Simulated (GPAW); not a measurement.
## BN: optical spectrum from first principles

Wanted: where BN starts to absorb, how strongly, and its refractive index. The cell comes from an older database entry, whose edges can differ from later determinations, mostly by under a per cent.

Main program and level: GPAW 26.7.0; DFT, PBE, plane-wave PAW (GPAW data sets), scalar-relativistic, RPA, optical limit.

The database entry behind the starting cell has ideal inner coordinates that were not refined, so it need not match the best structure at ambient conditions.

## 1. The structure

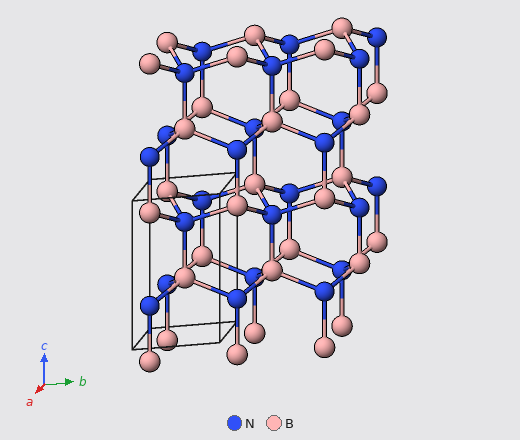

Start, viewed slightly off an axis; nitrogen blue, boron pink. 2×3×2 cells are drawn. Some periodic images of atoms are drawn too.

As a file:

```
N B
1.0
     2.53600    0.00000    0.00000
    -1.26800    2.19624    0.00000
     0.00000    0.00000    4.19900
N B
2 2
Direct
  0.33333 0.66667 0.87500
  0.66667 0.33333 0.37500
  0.33333 0.66667 0.50000
  0.66667 0.33333 0.00000
```

## 2. Ground state

First the ground state: is it a metal or has it a gap?

This step: DFT, PBE, plane-wave PAW (GPAW data sets), scalar-relativistic, ground state (GPAW 26.7.0).

File gs.py:

```python
from ase import Atoms
from ase.dft.bandgap import bandgap
from gpaw import GPAW, PW, FermiDirac

atoms = Atoms(['N', 'N', 'B', 'B'],
              cell=[[2.536000000000, 0.000000000000, 0.000000000000],
                    [-1.268000000000, 2.196240424000, 0.000000000000],
                    [0.000000000000, 0.000000000000, 4.199000000000]],
              scaled_positions=[[0.333333333300, 0.666666666700, 0.875000000000],
                                [0.666666666700, 0.333333333300, 0.375000000000],
                                [0.333333333300, 0.666666666700, 0.500000000000],
                                [0.666666666700, 0.333333333300, 0.000000000000]],
              pbc=[True, True, True])
atoms.calc = GPAW(mode=PW(500), xc='PBE', kpts={'size': (12, 12, 6), 'gamma': True},
                  occupations=FermiDirac(0.05), maxiter=150, txt='gs.txt')
print('energy (eV)', atoms.get_potential_energy())
print('Fermi level (eV)', atoms.calc.get_fermi_level())
print('valence electrons', atoms.calc.get_number_of_electrons())
print('gap (eV)', bandgap(atoms.calc, output=None)[0])
print('direct gap (eV)', bandgap(atoms.calc, direct=True, output=None)[0])
atoms.calc.write('gs.gpw')
```

On the command line:

```bash
$ OMP_NUM_THREADS=1 python gs.py
```

Numbers of over 12 decimals in the logs are rounded to 6 here.

Output:

```text
__  _  _
 | _ |_)|_||  |
 |__||  | ||/\| - 26.7.0

Versions:
  Python: 3.12.14
  ASE:    3.29.0
  Numpy:  2.5.5
  Scipy:  1.18.1
  Libxc:  7.0.0

Input parameters:
  mode=PW(ecut=500.0),
  kpts=MonkhorstPack(size=(12, 12, 6), gamma=True),
  maxiter=150,
  occupations=Occupations(name='fermi-dirac', width=0.05, fixmagmom=False),
  xc=XC(name='PBE')

Diagonalizing LCAO Hamiltonian
Converting LCAO to pw mode

        N
        B

          N
          B

Atoms  # Å, Bohr magnetons
|   | symbol |         x |        y |        z |    initial magnetic moments |
| 0 |      N | -0.000000 | 1.464160 | 3.674125 | ( 0.0000,  0.0000,  0.0000) |
| 1 |      N |  1.268000 | 0.732080 | 1.574625 | ( 0.0000,  0.0000,  0.0000) |
| 2 |      B | -0.000000 | 1.464160 | 2.099500 | ( 0.0000,  0.0000,  0.0000) |
| 3 |      B |  1.268000 | 0.732080 | 0.000000 | ( 0.0000,  0.0000,  0.0000) |

Unit cell  # Å
| periodic |         x |        y |        z |  lengths |     angles |
|      yes |  2.536000 | 0.000000 | 0.000000 | 2.536000 |  90.000000 |
|      yes | -1.268000 | 2.196240 | 0.000000 | 2.536000 |  90.000000 |
|      yes |  0.000000 | 0.000000 | 4.199000 | 4.199000 | 120.000000 |

Number of symmetries: 6
Symmetry operations  # r_c * U_cc + t_c -> r_c
|   | kind |            matrix            |
| 0 |  σ   |  1, 1, 0,  0,-1, 0,  0, 0, 1 |
| 1 |  E   |  1, 0, 0,  0, 1, 0,  0, 0, 1 |
| 2 |  C3  |  0, 1, 0, -1,-1, 0,  0, 0, 1 |
| 3 |  σ   |  0,-1, 0, -1, 0, 0,  0, 0, 1 |
| 4 |  σ   | -1, 0, 0,  1, 1, 0,  0, 0, 1 |
| 5 |  C3  | -1,-1, 0,  1, 0, 0,  0, 0, 1 |

BZ-sampling:
  Number of BZ points: 864
  Number of IBZ points: 100

  Monkhorst-Pack size: [12, 12, 6]
  Monkhorst-Pack shift: [0.041667, 0.041667, 0.083333]

K-points  # in reciprocal-cell coordinates
|     |                                coordinates |     weight |
|   0 | ( -0.00000000,  -0.00000000,   0.00000000) | 0.00115741 |
|   1 | ( -0.00000000,  -0.00000000,   0.16666667) | 0.00231481 |
|   2 | ( -0.00000000,  -0.00000000,   0.33333333) | 0.00231481 |
|   3 | ( -0.00000000,  -0.00000000,   0.50000000) | 0.00115741 |
|   4 | (  0.08333333,  -0.00000000,  -0.33333333) | 0.00694444 |
|   5 | (  0.08333333,  -0.00000000,  -0.16666667) | 0.00694444 |
|   6 | (  0.08333333,  -0.00000000,   0.00000000) | 0.00694444 |
|   7 | (  0.08333333,  -0.00000000,   0.16666667) | 0.00694444 |
|   8 | (  0.08333333,  -0.00000000,   0.33333333) | 0.00694444 |
|   9 | (  0.08333333,  -0.00000000,   0.50000000) | 0.00694444 |
| ... |                                            |            |
|  99 | (  0.50000000,   0.50000000,   0.50000000) | 0.00347222 |

Plane wave coefficients: 608
Cutoff: 500.0 eV

Spin-components: 1 (collinear spins)
Bands:           14
Projectors:      20
Spin-degeneracy: 2
Datatype:        complex128

Parallelization:
  kpt:    1
  domain: 1
  band:   1

Density:
  Valence electrons: 16.0
  Components: 1
  Grid points: [14 14 24]
  Charge: 0.0  # |e|

Potential:
  Grid points: [14 14 24]

species:
  N:
    name:    Nitrogen
    id:
    Z:       7.0
    valence: 5
    core:    2
    charge:  0.0  # [|e|]
    compensation charges:
      type: gauss
      rc: 0.18  # [Å]
      lmax: 2
    cutoffs:
      filter: 1.11  # [Å]
      core: 0.96  # [Å]
    projectors
    | kind |    occ | energy [eV] | rcut [Å] |
    |   2s |  2.000 |     -18.583 |    0.603 |
    |   2p |  3.000 |      -7.089 |    0.529 |
    |    s |        |       8.629 |    0.603 |
    |    p |        |      20.123 |    0.529 |
    |    d |        |       0.000 |    0.577 |

    Using partial waves for N as LCAO basis

  B:
    name:    Boron
    id:
    Z:       5.0
    valence: 3
    core:    2
    charge:  0.0  # [|e|]
    compensation charges:
      type: gauss
      rc: 0.20  # [Å]
      lmax: 2
    cutoffs:
      filter: 1.14  # [Å]
      core: 1.38  # [Å]
    projectors
    | kind |    occ | energy [eV] | rcut [Å] |
    |   2s |  2.000 |      -9.443 |    0.635 |
    |   2p |  1.000 |      -3.606 |    0.635 |
    |    s |        |      17.768 |    0.635 |
    |    p |        |      23.605 |    0.635 |
    |    d |        |       0.000 |    0.635 |

    Using partial waves for B as LCAO basis

Reference energy: -4302.422143  # eV

eigensolver:
  PPCG
  Converge bands: occupied
  niter=2

density mixing:
  MSR1-Mixer
  Pratt-step length: 0.05
  Maximum mixing coefficient: 0.75
  Old densities: 10
  SVD Regularization: 0.005
  Good broyden scale: 1.0
  Trust region scale: 1.0
  Backstep threshold: 4.0
  History deletion threshold: 6.0
  Fourier metric: weight=20.0, sigma=0.015

occupation numbers:
  Fermi-Dirac:
    width: 0.0500  # eV

poisson solver:
  ecut: 4000.0  # eV

xc functional:
  name: PBE with 2 nearest neighbor stencil

convergence criteria:
- Maximum [total energy] change in last 3 cyles: 0.0005 eV / valence electron
- Maximum integral of absolute [dens]ity change: 0.0001 electrons / valence electron
- Maximum integral of absolute [eigenst]ate change: 4e-08 eV^2 / valence electron
maximum number of iterations: 150

SCF iterations
|iter     |      energy | eigst |  dens |
|iter:   1||  -35.180167 | +0.09 |       |
|iter:   2||  -34.885164 | -1.78 | -0.75 |
|iter:   3||  -33.705014 | -0.82 | -0.79 |
|iter:   4||  -33.689015 | -2.69 | -1.39 |
|iter:   5||  -33.688290 | -3.22 | -1.86 |
|iter:   6||  -33.688413c| -4.83 | -2.61 |
|iter:   7||  -33.688411c| -6.17 | -3.52 |
|iter:   8||  -33.688411c| -7.75c| -4.24c|

Converged in 8 steps
SCF loop duration: 22.907 s (2.863 s/step)
Energy contributions relative to reference atoms: (reference = -4302.422143)

Energy contributions:
  Kinetic:          28.399964
  Coulomb:         -25.181404
  Zero:             -0.127876
  External:          0.000000
  Xc:              -36.779095
  Entropy:          -0.000000
  Spinorbit:         0.000000
  ----------------------------
  Free energy:     -33.688411
  Extrapolated:    -33.688411

dipole moment: (0.000000, 0.000000, -4.425751)  # |e|*Ang

Fermi level: 13.408
Eigenvalues  # (at kpt = [-0.000, -0.000, 0.000])
| band index |      eig [eV] | occ [0-2] |
|          0 |       -10.170 |     2.000 |
|          1 |        -6.001 |     2.000 |
|          2 |        -0.576 |     2.000 |
|          3 |         8.298 |     2.000 |
|          4 |         8.298 |     2.000 |
|          5 |        10.204 |     2.000 |
|          6 |        10.464 |     2.000 |
|          7 |        10.464 |     2.000 |
|          8 |        18.861 |     0.000 |
|          9 |        18.861 |     0.000 |
|         10 |        19.035 |     0.000 |
|         11 |        20.062 |     0.000 |
|         12 |        21.299 |     0.000 |
|         13 |        22.437 |     0.000 |

Gap: 5.158 eV
Transition (v -> c):
  (s=0, k=0, n=7, [-0.00, -0.00, 0.00]) -> (s=0, k=48, n=8, [0.33, 0.33, 0.00])
Direct/indirect transitions are different
Direct gap: 8.323 eV
Transition at: (s=0, k=6, n=7, [0.08, -0.00, 0.00])

--- standard output ---
energy (eV) -33.688411
Fermi level (eV) 13.408344
valence electrons 16.0
gap (eV) 5.157653
direct gap (eV) 8.323230
```

Wall time 29 s (1 thread of Arm Neoverse N1, shared host); peak memory 0.15 GiB.

This step gave:

- energy: -33.69 eV
- Fermi energy: 13.41 eV
- gap on the k-mesh: 5.158 eV
- direct gap on the mesh: 8.323 eV
- electrons: 16

There is a gap, 5.16 eV on this mesh (points off the mesh can give less), so no carriers' term is needed.

## 3. Bands for the response

The response needs many more empty bands than the density does.

This step: DFT, PBE, plane-wave PAW (GPAW data sets), scalar-relativistic, bands at fixed density (GPAW 26.7.0).

File nscf.py:

```python
from ase.dft.bandgap import bandgap
from gpaw import GPAW, FermiDirac

calc = GPAW('gs.gpw').fixed_density(kpts={'size': (18, 18, 9), 'gamma': True}, nbands=36, convergence={'bands': 30},
                                    occupations=FermiDirac(0.001), txt='nscf.txt')
print('gap (eV)', bandgap(calc, output=None)[0])
print('direct gap (eV)', bandgap(calc, direct=True, output=None)[0])
print('top band over the Fermi level (eV)', min(calc.get_eigenvalues(kpt=k)[29] for k in range(len(calc.get_ibz_k_points()))) - calc.get_fermi_level())
calc.write('full.gpw', mode='all')
```

On the command line:

```bash
$ OMP_NUM_THREADS=1 python nscf.py
```

Output:

```text
Diagonalizing LCAO Hamiltonian
Converting LCAO to pw mode
convergence criteria:
- Maximum integral of absolute [eigenst]ate change: 4e-08 eV^2 / valence electron
maximum number of iterations: 150

SCF iterations
|iter     |      energy | eigst |  dens |
|iter:   1||             | +3.16 |       |
|iter:   2||             | +1.56 |       |
|iter:   3||             | +0.19 |       |
|iter:   4||             | -1.01 |       |
|iter:   5||             | -2.29 |       |
|iter:   6||             | -3.44 |       |
|iter:   7||             | -4.57 |       |
|iter:   8||             | -5.58 |       |
|iter:   9||             | -6.32 |       |
|iter:  10||             | -6.99 |       |
|iter:  11||             | -7.57c|       |
SCF steps: 11
  __  _  _
 | _ |_)|_||  |
 |__||  | ||/\| - 26.7.0

Versions:
  Python: 3.12.14
  ASE:    3.29.0
  Numpy:  2.5.5
  Scipy:  1.18.1
  Libxc:  7.0.0

Input parameters:
  mode=PW(ecut=500.0),
  convergence={'bands': 30},
  gpts=array([14, 14, 24]),
  kpts=MonkhorstPack(size=(18, 18, 9), gamma=True),
  maxiter=150,
  nbands=36,
  occupations=Occupations(name='fermi-dirac', width=0.001, fixmagmom=False),
  parallel={},
  xc=XC(name='PBE')

--- standard output ---
gap (eV) 5.157653
direct gap (eV) 8.316253
top band over the Fermi level (eV) 37.034752
```

Wall time 3.3 min (1 thread); peak memory 0.28 GiB.

Numbers from this step:

```
direct gap on the mesh : 8.316 eV
```

## 4. Dielectric function, RPA

Transitions between filled and empty bands, summed over the zone, give the optical response, so mesh, band count and broadening shape it.

The induced potential is part of this response.

This step: DFT, PBE, plane-wave PAW (GPAW data sets), scalar-relativistic, RPA, optical limit (GPAW 26.7.0).

File df.py:

```python
from gpaw.response.df import DielectricFunction

df = DielectricFunction('full.gpw', frequencies={'type': 'nonlinear', 'domega0': 0.03, 'omega2': 8},
                        ecut=60,
                        eta=0.2,
                        nbands=30,
                        txt='df.txt')
for direction in ['x', 'z']:
    df.get_dielectric_function(xc='RPA', direction=direction, filename=f'df_{direction}.csv')
```

On the command line:

```bash
$ OMP_NUM_THREADS=1 python df.py
```

Output:

```text
Using integrator: PointIntegrator
NonLinearFrequencyDescriptor(from 0.000 to 68.379 eV, 503 points)
Nonperiodic BCs:  [False False False]
Using integrator: PointIntegrator
NonLinearFrequencyDescriptor(from 0.000 to 68.379 eV, 503 points)
Nonperiodic BCs:  [False False False]

Calculating chi0 body with:
    Ground state adapter containing:
    Number of spins: 1
    Number of kpoints: 2916
    Number of irreducible kpoints: 293
    Number of completely occupied states: 8
    Number of partially occupied states: 8

    Linear response parametrization:
    q_c: [0.0, 0.0, 0.0]
    Number of frequency points: 503
    Planewave cutoff: 60.0
    Number of bands: 30
    Number of planewaves: 23
    Broadening (eta): 0.2

Integrating chi0 body.

Symmetries of q_c:
    Direct symmetries (Uq -> q): 6
    Indirect symmetries (TUq -> q): 6
In total 12 allowed symmetries.

293 groups of equivalent kpoints. 89.951989% reduction.

Integral kind: spectral function

Calculating chi0 optical extensions with:
    Ground state adapter containing:
    Number of spins: 1
    Number of kpoints: 2916
    Number of irreducible kpoints: 293
    Number of completely occupied states: 8
    Number of partially occupied states: 8

    Linear response parametrization:
    Number of frequency points: 503
    Planewave cutoff: 60.0
    Number of bands: 30
    Number of planewaves: 23
    Broadening (eta): 0.2
Integrating chi0 head and wings.

Symmetries of q_c:
    Direct symmetries (Uq -> q): 6
    Indirect symmetries (TUq -> q): 6
In total 12 allowed symmetries.

293 groups of equivalent kpoints. 89.951989% reduction.

Integral kind: spectral function wings
```

It took 23 s on 1 thread; peak memory 0.23 GiB.

Numbers from this step:

* electronic dielectric constant ε∞, mean over x, y and z (by symmetry where fewer were run): 4.526
* main peak of Im epsilon, first axis: 11.03 eV

Some rows of df_x.csv (energy; Re and Im without local fields; Re and Im with them):

```text
0.000000, 4.659537, 0.000000, 4.464633, 0.000000
0.619237, 4.668400, 0.005747, 4.472822, 0.005310
1.279498, 4.697722, 0.012095, 4.499911, 0.011173
1.984998, 4.753022, 0.019419, 4.550983, 0.017930
2.740552, 4.842639, 0.028316, 4.633700, 0.026126
3.551683, 4.979746, 0.039816, 4.760140, 0.036699
4.424758, 5.186451, 0.055855, 4.950520, 0.051405
5.367152, 5.503132, 0.080550, 5.241671, 0.073979
6.387465, 6.013463, 0.124387, 5.709706, 0.113923
7.495775, 6.932743, 0.224702, 6.550329, 0.205311
8.703980, 9.034456, 0.837266, 8.453814, 0.778353
10.026223, 13.415976, 5.841249, 12.196955, 5.089902
11.479449, 3.512616, 12.291817, 3.927311, 11.265236
13.084136, -0.154684, 7.770971, 0.201247, 7.313417
14.865263, -2.643966, 5.801475, -2.111518, 5.774268
16.853625, -2.320925, 3.091490, -1.985216, 3.118951
19.087623, -1.503040, 1.765151, -1.338556, 1.859009
21.615770, -0.779731, 1.164970, -0.700584, 1.242233
24.500258, -0.577058, 0.886220, -0.524017, 0.958252
27.822136, -0.110911, 0.589250, -0.080833, 0.627458
31.689054, 0.090594, 0.414171, 0.093743, 0.434038
```

Values under the direct gap are tails of Lorentzian lines. The Im ε by photon energy; read off at these points:

| photon energy (eV) | E ∥ x | E ∥ z |
| --- | --- | --- |
| 0.0 | 0 | 0 |
| 2.0 | 0.0181 | 0.0209 |
| 4.0 | 0.0437 | 0.0516 |
| 6.0 | 0.0960 | 0.121 |
| 8.0 | 0.300 | 0.496 |
| 10.0 | 4.87 | 9.14 |
| 10.9 | 12.3 | 12.1 |
| 11.0 | 12.4 | 11.7 |
| 12.0 | 10.8 | 8.03 |
| 14.0 | 7.32 | 7.40 |
| 16.0 | 4.05 | 3.88 |
| 18.0 | 2.29 | 1.93 |
| 20.0 | 1.57 | 1.58 |
| 22.0 | 1.22 | 1.35 |
| 24.0 | 1.09 | 0.922 |
| 26.0 | 0.619 | 0.674 |
| 28.0 | 0.633 | 0.782 |
| 30.0 | 0.482 | 0.600 |
| 32.0 | 0.406 | 0.504 |
| 34.0 | 0.299 | 0.337 |
| 36.0 | 0.319 | 0.252 |

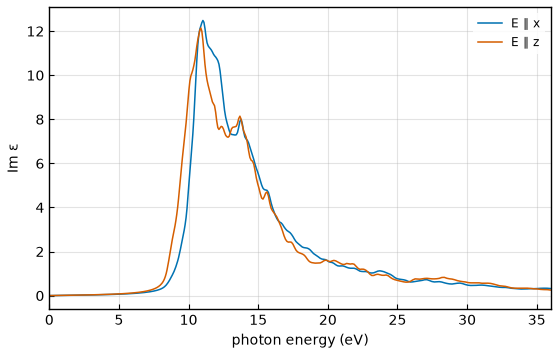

Im ε against photon energy.

Table of Re ε by photon energy:

| photon energy (eV) | E ∥ x | E ∥ z |
| --- | --- | --- |
| 0.0 | 4.46 | 4.65 |
| 2.5 | 4.60 | 4.81 |
| 5.0 | 5.12 | 5.41 |
| 7.5 | 6.55 | 7.30 |
| 10.0 | 12.2 | 10.2 |
| 12.5 | -0.282 | 0.902 |
| 15.0 | -2.18 | -2.42 |
| 17.5 | -1.86 | -1.88 |
| 20.0 | -1.08 | -0.707 |
| 22.5 | -0.573 | -0.625 |
| 25.0 | -0.446 | -0.300 |
| 27.5 | -0.133 | 0.0305 |
| 30.0 | 0.00710 | -0.0142 |
| 32.5 | 0.144 | 0.0375 |
| 35.0 | 0.307 | 0.191 |

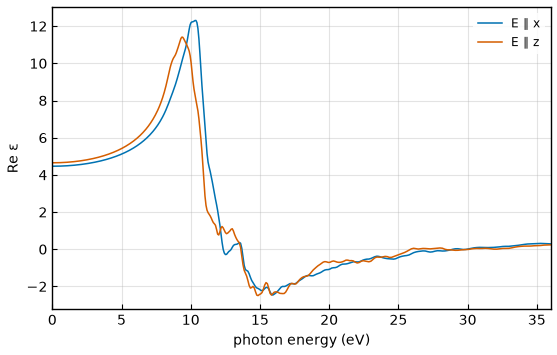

Re ε against photon energy.

The refractive index n and extinction k by photon energy:

| photon energy (eV) | n, E ∥ x | k, E ∥ x | n, E ∥ z | k, E ∥ z |
| --- | --- | --- | --- | --- |
| 0 | 2.11 | 0 | 2.16 | 0 |
| 5 | 2.26 | 0.0142 | 2.33 | 0.0166 |
| 10 | 3.55 | 0.685 | 3.45 | 1.32 |
| 15 | 1.37 | 2.02 | 1.25 | 2.00 |
| 20 | 0.642 | 1.22 | 0.714 | 1.10 |
| 25 | 0.468 | 0.815 | 0.475 | 0.725 |
| 30 | 0.495 | 0.487 | 0.541 | 0.554 |
| 35 | 0.613 | 0.260 | 0.524 | 0.289 |

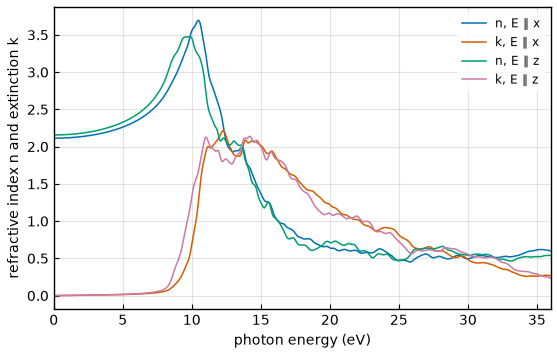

Refractive index n and extinction k against photon energy.

The loss function −Im 1/ε at q → 0 has structure finer than the step of the table below, so its rows give means over 2.5 eV, whole bins alone (the curve runs from 0 to 36 eV). Peaks (eV: height): E ∥ x 33.20: 2.37; E ∥ z 25.77: 1.62, 33.20: 2.74.

Values under the direct gap are tails of Lorentzian lines. Loss function −Im 1/ε at q → 0 against energy loss; means over each step:

| energy loss (eV) | E ∥ x | E ∥ z |
| --- | --- | --- |
| 2.5 | 0.00111 | 0.00118 |
| 5.0 | 0.00248 | 0.00269 |
| 7.5 | 0.00545 | 0.00716 |
| 10.0 | 0.0333 | 0.0506 |
| 12.5 | 0.110 | 0.123 |
| 15.0 | 0.158 | 0.162 |
| 17.5 | 0.264 | 0.274 |
| 20.0 | 0.441 | 0.527 |
| 22.5 | 0.707 | 0.684 |
| 25.0 | 1.02 | 1.22 |
| 27.5 | 1.53 | 1.29 |
| 30.0 | 1.97 | 1.60 |
| 32.5 | 2.28 | 2.25 |

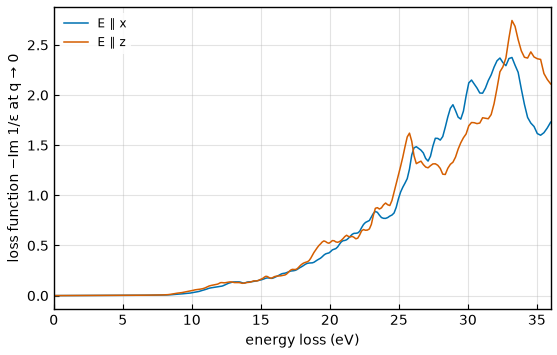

Loss function −Im 1/ε at q → 0 against energy loss.

Values under the direct gap are tails of Lorentzian lines. The Im ε, E ∥ x by photon energy; read off at these points:

| photon energy (eV) | without local fields | with local fields |
| --- | --- | --- |
| 0.0 | 0 | 0 |
| 2.0 | 0.0196 | 0.0181 |
| 4.0 | 0.0475 | 0.0437 |
| 6.0 | 0.105 | 0.0960 |
| 8.0 | 0.327 | 0.300 |
| 10.0 | 5.57 | 4.87 |
| 11.0 | 13.9 | 12.4 |
| 12.0 | 11.6 | 10.8 |
| 14.0 | 7.65 | 7.32 |
| 16.0 | 3.99 | 4.05 |
| 18.0 | 2.17 | 2.29 |
| 20.0 | 1.50 | 1.57 |
| 22.0 | 1.14 | 1.22 |
| 24.0 | 1.02 | 1.09 |
| 26.0 | 0.584 | 0.619 |
| 28.0 | 0.589 | 0.633 |
| 30.0 | 0.456 | 0.482 |
| 32.0 | 0.389 | 0.406 |
| 34.0 | 0.303 | 0.299 |
| 36.0 | 0.321 | 0.319 |

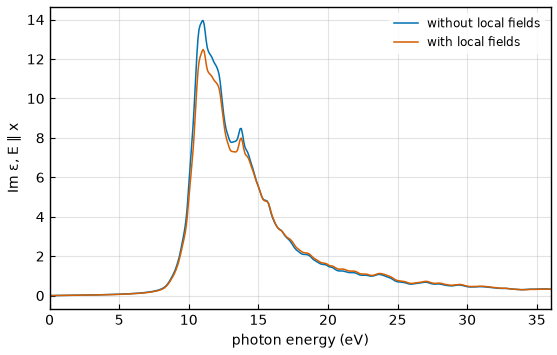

Im ε, E ∥ x, plotted against photon energy.

From ε follow the optical constants at some laser and lamp lines:

| wavelength (nm) | n x | k x | R (%) x | 1/α x | n z | k z | R (%) z | 1/α z |
| --- | --- | --- | --- | --- | --- | --- | --- | --- |
| 1550 | 2.12 | 0.002 | 12.8 | 76 µm | 2.16 | 0.002 | 13.5 | 67 µm |
| 1064 | 2.12 | 0.002 | 12.9 | 35 µm | 2.16 | 0.003 | 13.5 | 31 µm |
| 800 | 2.13 | 0.003 | 13.0 | 20 µm | 2.17 | 0.004 | 13.6 | 18 µm |
| 365 | 2.18 | 0.008 | 13.7 | 3.7 µm | 2.23 | 0.009 | 14.5 | 3.2 µm |
| 308 | 2.20 | 0.010 | 14.1 | 2.4 µm | 2.26 | 0.012 | 14.9 | 2.1 µm |
| 248 | 2.26 | 0.014 | 15.0 | 1.4 µm | 2.33 | 0.017 | 15.9 | 1.2 µm |
| 193 | 2.39 | 0.024 | 16.9 | 635 nm | 2.49 | 0.030 | 18.2 | 511 nm |

Below the direct gap, k and the depth come from the tails of the Lorentzian lines, not from transitions.

Rows near the edge hang on the gap, which this functional as a rule makes too small, and phonon-assisted absorption is left out.

At 1064 nm the birefringence n(z) − n(x) is +0.044: the crystal is uniaxial positive at this level.

## 5. What came out

| Item | Value |
| --- | --- |
| electronic dielectric constant ε∞, mean over x, y and z (by symmetry where fewer were run) (RPA) | 4.53 |
| main peak of Im epsilon, first axis | 11.0 eV |

What this shows: At this level (PBE, RPA) BN has a mean ε∞ = 4.53 and n = 2.12 at 1550 nm (E ∥ x), and Im ε peaks at 11.0 eV (E ∥ x). On the mesh the gap is 5.16 eV and the least direct gap 8.32 eV, so on this mesh the band edges lie at different points. Local fields change the static value along x from 4.66 to 4.46 (-4 %). Distinct maxima of Im ε, read by a parabola through the highest points, lie at 11.03 eV (12) and 13.75 eV (8.0) for E ∥ x. The static values by axis are 4.46 (x), 4.65 (z). At 1064 nm the birefringence n(z) − n(x) is +0.044: the crystal is uniaxial positive at this level. Excitons and phonon-assisted transitions are missing; PBE gaps are as a rule too small, which pulls the onset down and ε∞ up. The sum runs over mesh points, so small or evenly spaced maxima can still be ripples of the mesh.

[Machine, clock and banner lines and Python warnings are left out of the logs.]

[Logs are printed without paths, hosts, clocks, repeated set-up lines and the standing remarks that a program may print on its own settings, such as how far it seeks lower states.]

[Hosts, paths, dates, database ids (printed as entryN), source tags and the programs' standing remarks are cut or masked in the printed files.]
